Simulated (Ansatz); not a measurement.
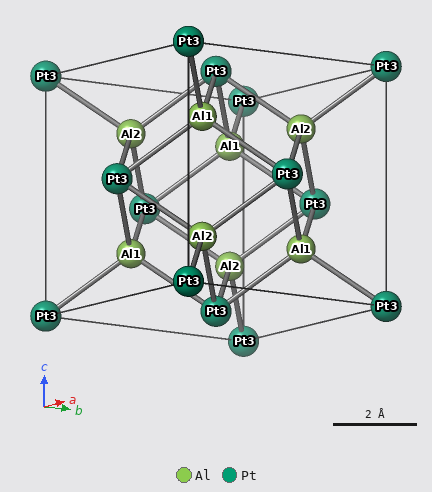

**Figure 1.** The structure as given in the input (ball-and-stick view of the cell 4 times as large as that of the calculation, set on its symmetry axes, seen at an oblique angle; atoms are numbered from 1 in the order of the input). Near neighbours in the crystal (not all of them lie inside the picture): Al has 4 Pt at 2.56 Å; Pt has 8 Al at 2.56 Å.

## Run report: Al₂Pt, geometry relaxation (part 1 of 2)

- system: Al₂Pt (Fm-3m, 3 atoms in the cell)
- method: DFT PBE, scalar-relativistic, plane waves, PAW, no spin polarisation (Ansatz 0.2.0)

The structure derives from an entry of the Crystallography Open Database. Figures and captions count atoms from 1; the log counts them from 0 in places.

What the program printed
```
Engine: ansatz 0.2.0, x86_64-unknown-linux-gnu
Pseudopotentials: kind: paw
Pseudopotential: Al, paw, valence charge 3, recommended cutoff 420 eV (normal), Al.paw.azcp
Pseudopotential: Pt, paw, valence charge 18, recommended cutoff 420 eV (normal), Pt.paw.azcp
Functional definition: PBE
  parameter kappa = 0.804
  parameter beta = 0.06672455060314922
  exchange = pbe_x(kappa = kappa, mu = beta*pi^2/3)
  correlation = pbe_c(beta = beta)
Crystal: 3 atoms, lattice volume = 51.606 Å³
Basis set: ecut = 420 eV, 965 PW (Γ), exchange–correlation on 60×60×60 points (8 copies of the dense FFT grid, shifted against one another)
Bands: 16, of which v1, the nominal top of the filled ones, is band 12 counted from 1 (11 counted from 0)
Symmetry: 48 space group operations
Space group: Fm-3m (ITA 225), of the structure as read, at distance tolerance 3.7e-5 Å
k-points: 72 of 1728
Non-local potential: Al, projectors of the file, l = 0: 2, l = 1: 2, l = 2: 1
Non-local potential: Pt, projectors of the file, l = 0: 3, l = 1: 2, l = 2: 2, l = 3: 1
PAW form: soft (Blöchl's): semilocal exchange-correlation on the pseudo side does not see the compensation charge
PAW one-centre angular grid: Al, 110 points (default); XC on 64 Gauss nodes
PAW one-centre angular grid: Pt, 590 points (default); XC on 64 Gauss nodes
Initial density: superposition of atomic densities (neutral atoms: chi_scale 0, normalization atom), corrected by the library's trained network
Initial wavefunctions: pseudopotential atomic-orbital guess
Functional: x = pbe(κ = 0.804, μ = 0.2195149727645171), c = pbe(β = 0.06672455060314922)
SCF iter   1: F=—  HF=-13600.664453 eV  |F-HF|=—  |Δ(HF+E_count)|=         —  Δρ=1.91e-3  dr2=2.00e-3  ethr=1.77e-3  ⟨swp⟩=5.2  Hψ=5987  notcnv=0
preconditioner: auto → Kerker (q_TF=auto, 2.401 Å⁻¹)  [metal: Δε(μ)=0.030 eV  Ē_g=8.306 eV  σ=0.100 eV  W_gap=0.16  n_scr=14 (ndim 8)  ℏωp=20.7 eV  f_vac=0.001  D(μ)=1.15/eV (n_scr^D=8)]
SCF iter   2: F=—  HF=-13600.664629 eV  |F-HF|=—  |Δ(HF+E_count)|=   1.76e-4  Δρ=9.34e-4  dr2=3.64e-4  ethr=8.33e-6  ⟨swp⟩=2.0  Hψ=2009  notcnv=0
SCF iter   3: F=—  HF=-13600.664650 eV  |F-HF|=—  |Δ(HF+E_count)|=   2.14e-5  Δρ=2.57e-4  dr2=3.23e-5  ethr=1.52e-6  ⟨swp⟩=2.1  Hψ=1665  notcnv=0
SCF iter   4: F=—  HF=-13600.664611 eV  |F-HF|=—  |Δ(HF+E_count)|=   3.95e-5  Δρ=5.06e-5  dr2=1.45e-6  ethr=1.35e-7  ⟨swp⟩=2.6  Hψ=1680  notcnv=0
iter 5 did not close the SCF: its close was put off for the readings that it lacked (scf_convergence_deferred on its scf_iter line)
SCF iter   5: F=-13600.664611 eV  HF=-13600.664611 eV  |F-HF|=5.47e-9  |Δ(HF+E_count)|=   3.78e-7  Δρ=1.04e-5  dr2=9.95e-8  ethr=6.03e-9  ⟨swp⟩=2.0  Hψ=1575  notcnv=0
SCF iter   6: F=-13600.664611 eV  HF=-13600.664611 eV  |F-HF|=4.92e-9  |Δ(HF+E_count)|=   1.11e-8  Δρ=2.88e-6  dr2=6.68e-9  ethr=4.15e-10  ⟨swp⟩=7.0  Hψ=7143  notcnv=0
SCF 1 converged in 6 iterations: F = -13600.664611 eV  dr2 = 6.68e-9
  greatest PAW one-centre occupation: 1.000 electrons in one spin orbital (limit 2), on the Pt atom at site 2 (counted from 0), in its partial waves of l = 0
relax step   1: F+E_penalty+E_count = -13600.66461055 eV  Δ(F+E_penalty+E_count) = +0.000e0 eV  max|allowed force component| = 1.619e-17 eV/Å  Δτ_max = 0.0000 Å  P = +2.468 GPa  Ω = 51.606 Å³  (6 SCF iters, dr2 threshold 1.00e-7 eV, accepted)
Crystal: 3 atoms, lattice volume = 52.837 Å³
Basis set: ecut = 420 eV, 1037 PW (Γ), exchange–correlation on 60×60×60 points (8 copies of the dense FFT grid, shifted against one another)
Initial density: handed on by an earlier stage of this run
Initial wavefunctions: those handed on with the density
iter 1 solved again at ethr=1.63e-5 eV; its pass at ethr=3.10e-3 eV (dr2=3.92e-3 eV) is discarded
SCF iter   1: F=—  HF=-13600.671857 eV  |F-HF|=—  |Δ(HF+E_count)|=         —  Δρ=2.37e-3  dr2=4.41e-3  ethr=1.63e-5  ⟨swp⟩=1.7  Hψ=6766  notcnv=0
preconditioner: auto → Kerker (q_TF=auto, 2.392 Å⁻¹)  [metal: Δε(μ)=0.043 eV  Ē_g=8.171 eV  σ=0.100 eV  W_gap=0.23  n_scr=14 (ndim 8)  ℏωp=20.4 eV  f_vac=0.002  D(μ)=1.18/eV (n_scr^D=8)]
SCF iter   2: F=—  HF=-13600.670820 eV  |F-HF|=—  |Δ(HF+E_count)|=   1.04e-3  Δρ=8.95e-4  dr2=2.48e-4  ethr=1.63e-5  ⟨swp⟩=2.4  Hψ=1629  notcnv=0
SCF iter   3: F=—  HF=-13600.670759 eV  |F-HF|=—  |Δ(HF+E_count)|=   6.06e-5  Δρ=4.24e-4  dr2=5.67e-5  ethr=1.03e-6  ⟨swp⟩=1.4  Hψ=1323  notcnv=0
SCF iter   4: F=—  HF=-13600.670767 eV  |F-HF|=—  |Δ(HF+E_count)|=   7.77e-6  Δρ=7.34e-5  dr2=5.15e-6  ethr=2.36e-7  ⟨swp⟩=2.1  Hψ=1952  notcnv=0
SCF iter   5: F=—  HF=-13600.670770 eV  |F-HF|=—  |Δ(HF+E_count)|=   2.86e-6  Δρ=2.09e-5  dr2=3.91e-7  ethr=2.15e-8  ⟨swp⟩=2.0  Hψ=1608  notcnv=0
SCF iter   6: F=-13600.670770 eV  HF=-13600.670770 eV  |F-HF|=1.68e-8  |Δ(HF+E_count)|=   2.47e-7  Δρ=7.09e-6  dr2=3.40e-8  ethr=1.25e-9  ⟨swp⟩=9.2  Hψ=7894  notcnv=0
SCF 2 converged in 6 iterations: F = -13600.670770 eV  dr2 = 3.40e-8
relax step   2: F+E_penalty+E_count = -13600.67077024 eV  Δ(F+E_penalty+E_count) = -6.160e-3 eV  max|allowed force component| = 3.701e-17 eV/Å  Δτ_max = 0.0000 Å  P = -0.681 GPa  Ω = 52.837 Å³  energy of the carried Pulay correction = -4.479e-4 eV  (6 SCF iters, dr2 threshold 3.00e-7 eV, accepted)
Crystal: 3 atoms, lattice volume = 52.566 Å³
iter 1 solved again at ethr=7.36e-7 eV; its pass at ethr=3.10e-3 eV (dr2=1.77e-4 eV) is discarded
SCF iter   1: F=—  HF=-13600.671554 eV  |F-HF|=—  |Δ(HF+E_count)|=         —  Δρ=5.25e-4  dr2=2.14e-4  ethr=7.36e-7  ⟨swp⟩=2.0  Hψ=6514  notcnv=0
preconditioner: auto → Kerker (q_TF=auto, 2.394 Å⁻¹)  [metal: Δε(μ)=0.033 eV  Ē_g=8.181 eV  σ=0.100 eV  W_gap=0.18  n_scr=14 (ndim 8)  ℏωp=20.5 eV  f_vac=0.000  D(μ)=1.17/eV (n_scr^D=8)]
SCF iter   2: F=—  HF=-13600.671465 eV  |F-HF|=—  |Δ(HF+E_count)|=   8.93e-5  Δρ=1.96e-4  dr2=1.13e-5  ethr=7.36e-7  ⟨swp⟩=2.3  Hψ=1674  notcnv=0
SCF iter   3: F=—  HF=-13600.671464 eV  |F-HF|=—  |Δ(HF+E_count)|=   1.09e-6  Δρ=9.35e-5  dr2=2.71e-6  ethr=4.70e-8  ⟨swp⟩=1.4  Hψ=1399  notcnv=0
SCF iter   4: F=-13600.671464 eV  HF=-13600.671464 eV  |F-HF|=1.01e-7  |Δ(HF+E_count)|=   2.84e-7  Δρ=1.58e-5  dr2=2.37e-7  ethr=1.25e-9  ⟨swp⟩=6.3  Hψ=7428  notcnv=0
SCF 3 converged in 4 iterations: F = -13600.671464 eV  dr2 = 2.37e-7
relax step   3: F+E_penalty+E_count = -13600.67146434 eV  Δ(F+E_penalty+E_count) = -6.941e-4 eV  max|allowed force component| = 9.098e-17 eV/Å  Δτ_max = 0.0000 Å  P = -0.021 GPa  Ω = 52.566 Å³  energy of the carried Pulay correction = -3.502e-4 eV  (4 SCF iters, dr2 threshold 3.00e-7 eV, accepted)
Initial wavefunctions: pseudopotential atomic-orbital guess (no wavefunctions were taken with the density)
iter 1 solved again at ethr=2.89e-8 eV; its pass at ethr=3.10e-3 eV (dr2=6.95e-6 eV) is discarded
SCF iter   1: F=—  HF=-13600.671856 eV  |F-HF|=—  |Δ(HF+E_count)|=         —  Δρ=5.64e-5  dr2=3.49e-7  ethr=2.89e-8  ⟨swp⟩=4.0  Hψ=9527  notcnv=0
preconditioner: auto → Kerker (q_TF=auto, 2.394 Å⁻¹)  [metal: Δε(μ)=0.034 eV  Ē_g=8.186 eV  σ=0.100 eV  W_gap=0.19  n_scr=14 (ndim 8)  ℏωp=20.5 eV  f_vac=0.000  D(μ)=1.17/eV (n_scr^D=8)]
SCF iter   2: F=—  HF=-13600.671825 eV  |F-HF|=—  |Δ(HF+E_count)|=   3.12e-5  Δρ=3.02e-5  dr2=1.75e-7  ethr=1.45e-9  ⟨swp⟩=1.8  Hψ=1509  notcnv=0
SCF iter   3: F=—  HF=-13600.671827 eV  |F-HF|=—  |Δ(HF+E_count)|=   2.30e-6  Δρ=6.40e-6  dr2=2.66e-8  ethr=7.30e-10  ⟨swp⟩=2.3  Hψ=1706  notcnv=0
SCF iter   4: F=—  HF=-13600.671827 eV  |F-HF|=—  |Δ(HF+E_count)|=   4.06e-8  Δρ=3.05e-6  dr2=5.77e-9  ethr=1.11e-10  ⟨swp⟩=2.1  Hψ=1661  notcnv=0
SCF iter   5: F=—  HF=-13600.671828 eV  |F-HF|=—  |Δ(HF+E_count)|=   1.30e-8  Δρ=4.21e-7  dr2=6.85e-11  ethr=2.40e-11  ⟨swp⟩=2.0  Hψ=1707  notcnv=0
SCF iter   6: F=-13600.671828 eV  HF=-13600.671828 eV  |F-HF|=7.28e-12  |Δ(HF+E_count)|=  2.91e-11  Δρ=1.04e-7  dr2=4.83e-12  ethr=1.00e-12  ⟨swp⟩=5.9  Hψ=4953  notcnv=0
SCF 4 converged in 6 iterations: F = -13600.671828 eV  dr2 = 4.83e-12
relax step   4: F+E_penalty+E_count = -13600.67182750 eV  Δ(F+E_penalty+E_count) = -3.632e-4 eV  max|allowed force component| = 5.243e-17 eV/Å  Δτ_max = 0.0000 Å  P = -0.017 GPa  Ω = 52.566 Å³  stress off target by 1.67e-2 GPa  SCF on the basis re-selected at this cell (its energy is not comparable with the rows above)  (6 SCF iters)
```

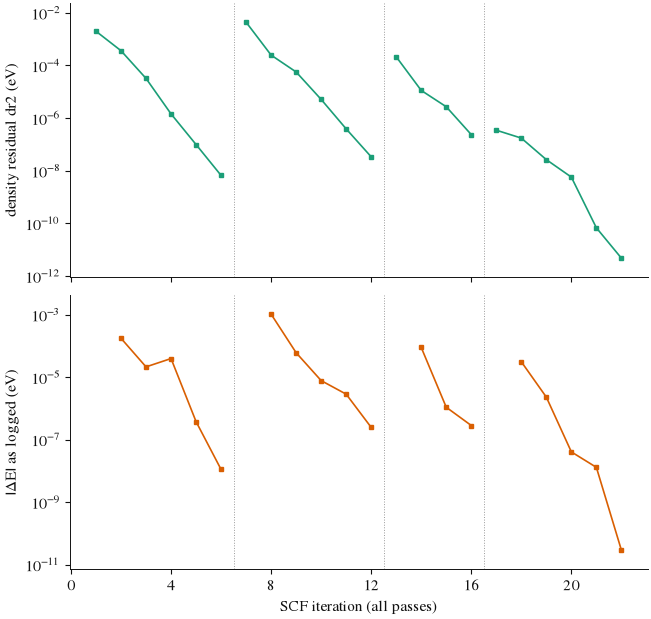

**Figure 2.** Convergence of the self-consistent field: density residual dr2 and size of the energy change against the SCF iteration. The dotted lines part the SCF passes of the relaxation: geometry steps, rejected trials and re-solves on a re-selected basis. The passes take 6, 6, 4 and 6 iterations.

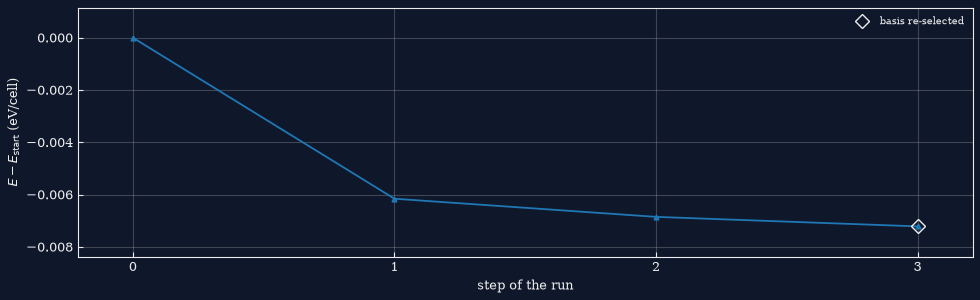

**Figure 3.** Progress of the relaxation, step by step (the first geometry is step 0 here and step 1 in the log).

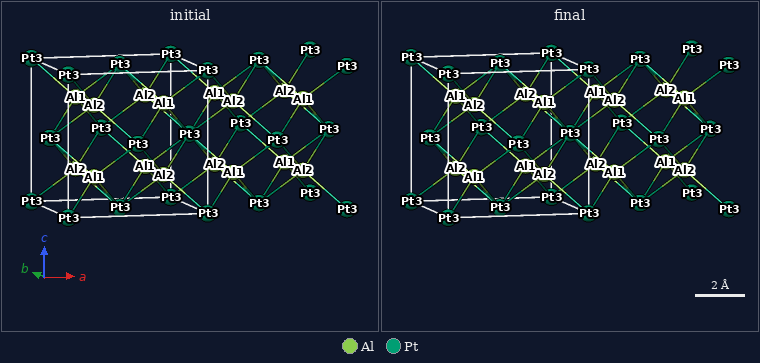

**Figure 4.** Before (left) and after (right) the relaxation, at one scale (ball-and-stick view of the cell 4 times as large as that of the calculation, set on its symmetry axes, repeated 2 × 1 × 1, seen slightly off an axis). No atom moves by more than 0.005 Å relative to the cell. The volume changes by +1.9 %, with a = b = c 5.910 → 5.946 Å (+0.6 %). Distances before and after: Al1–Pt3 2.559 → 2.575 Å. The space group stays Fm-3m (No. 225). The energy falls by 6.9 meV per cell of the calculation in 2 geometry steps. All forces vanish by symmetry, so only the cell relaxes. The pressure goes from 2.47 to −0.02 GPa. A last SCF at the same geometry on a re-selected plane-wave basis shifts the energy by −0.4 meV per cell of the calculation. (Atoms are counted from 1 in the order of the input.)

```
basis re-selected at this cell: Δ(F+E_penalty+E_count) = -3.632e-4 eV, ΔP = +0.004 GPa vs the last step (what re-selecting the basis moved, of the pressure what is left beyond the Pulay correction that the steps carried, after the strain that the cell walked since its last selection, with what the two solves' SCF thresholds leave and, on support functions, any second-order correction that the steps lacked; it is no measure of the basis error at this ecutwfc). This SCF's stress stands 1.67e-2 GPa from its target on what of the cell is left free (relax.cell.stress_tol is 5.00e-2 GPa) and its largest allowed force component is 5.24e-17 eV/Å (relax.f_tol is 5.00e-3 eV/Å): within both
SCF converged after 6 iterations
Free energy (F): -13600.671828 eV
Harris-Foulkes:  -13600.671828 eV  (|F-HF|=7.28e-12)
Internal energy: -13600.665981 eV  (E = F + TS)
E sigma→0 (E₀):  -13600.668904 eV
Entropy (-TS):   -0.005847 eV (-1.949 meV/atom)
Fermi energy:    11.146548 eV
```
